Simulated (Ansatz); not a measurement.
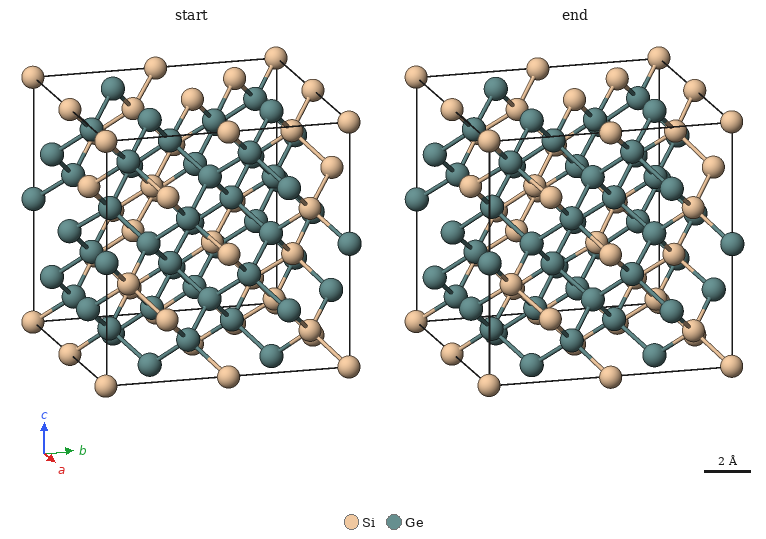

The structure of solid Si₂₄Ge₄₀ (a generated structure, set up in P1) before (left) and after (right) a relaxation, at one scale.

A ball-and-stick model of the cell of the calculation, seen slightly off an axis.

Level of theory: DFT, PBEsol, PAW, plane waves (Ansatz). Settings: plane-wave cutoff 420 eV; k-point mesh 1 × 1 × 1; mesh shifted by (0.25, 0.25, 0.25); no spin polarisation; cell relaxed at fixed shape; force threshold 0.03 eV/Å; at most 80 steps.

### Describe what moved and what it gained.

The largest moves relative to the cell, 0.11 Å, are those of Ge atoms. Largest moves by element: Ge 0.11 Å, Si 0.09 Å. The drawn cell changes as follows: a = b = c 11.167 → 11.148 Å (−0.2 %); the volume changes by −0.5 %. Near-neighbour distances that change, for instance: Ge–Ge 2.341 → 2.445 Å, Si–Si 2.447 → 2.347 Å, Si–Si 2.463 → 2.367 Å, Ge–Ge 2.368 → 2.459 Å. Bond angles that change, for instance: Ge–Si–Ge 110.8° → 106.7°, Si–Ge–Ge 111.9° → 108.2°, Ge–Ge–Ge 110.8° → 107.2°. The space group stays P1 (No. 1). The energy falls by 15.3 meV per atom in 3 geometry steps. Largest force component: 1.1 eV/Å at the start, 0.022 eV/Å at the end. Pressure: −0.26 GPa at the start and −0.02 GPa at the end.
